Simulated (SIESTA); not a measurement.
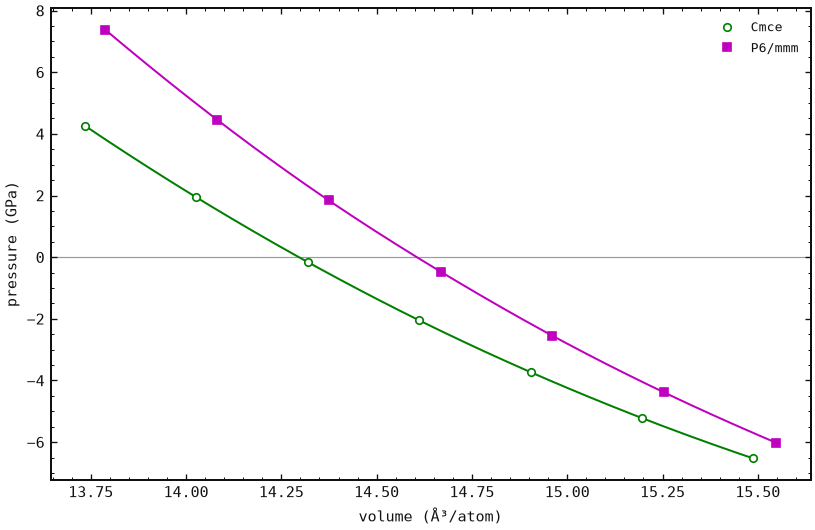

Figure. Pressure against volume, with one curve for each structure, for Si.

Settings that differ: Cmce: k mesh 4×4×4; P6/mmm: k mesh 12×12×11.

The fitted equilibrium volumes, smallest first, are Cmce 14.293, P6/mmm 14.604 Å³/atom. The fitted bulk moduli, smallest first, are Cmce 98.1, P6/mmm 111.9 GPa. For Cmce, the pressure falls from 4.26 GPa at volume 13.73 Å³/atom to −6.53 GPa at 15.49 Å³/atom, and changes sign near 14.30 Å³/atom. For P6/mmm, the pressure falls from 7.38 GPa at volume 13.79 Å³/atom to −6.02 GPa at 15.55 Å³/atom, and changes sign near 14.61 Å³/atom.

Method: DFT in numerical atomic orbitals with pseudopotentials, no spin polarisation; energies at scaled volumes of the given cell, shape and fractions fixed, counted from the fit's minimum, third-order Birch-Murnaghan fit (SIESTA 5.4.2). Level: LDA.

occupations Fermi–Dirac; smearing width 0.05 eV; potentials PseudoDojo 0.4 standard, converted to PSML, two zetas on semicore shells.

Caveats: mulliken charges of long orbitals; shape and atomic fractions are frozen while scaling, which makes layered, chain and framework solids too stiff.
